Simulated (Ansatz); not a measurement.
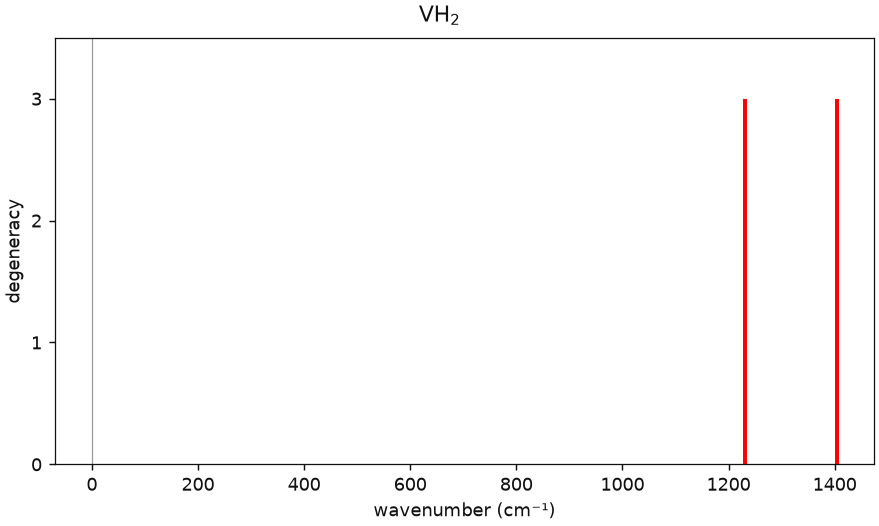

The plot gives the computed zone-centre optical phonon frequencies (the three acoustic modes are left out) for VH₂, space group Fm-3m (No. 225).

Structure:
```xyz
3
Lattice="0.0000 2.0687 2.0687 2.0687 0.0000 2.0687 2.0687 2.0687 0.0000" Properties=species:S:1:pos:R:3 pbc="T T T"
V     0.0000    0.0000    0.0000
H     1.0344    1.0344    1.0344
H     3.1031    3.1031    3.1031
```

Computed with Ansatz 0.2.0: harmonic phonon frequencies at the zone centre with atoms at rest in the given cell, without the long-range term of polar modes, the three translations left out, imaginary frequencies are negative; plane waves with PAW datasets, Γ-centred k mesh. Level: LDA, no spin polarisation.

wave cutoff 420 eV; k mesh 18×18×18; occupations Fermi–Dirac; smearing width 0.15 eV; pressure 0 GPa; phonon method linear response.

### What do the frequencies say about stability?

No frequency is imaginary, so the structure is stable to these displacements (zone-boundary modes weren't tested here).

### What is the highest frequency?

The highest mode lies at 1404.4 cm⁻¹.

### List the optical modes with their degeneracies.

1230.3 (×3), 1404.4 (×3) cm⁻¹.

Note: metal sensitive to the k mesh.
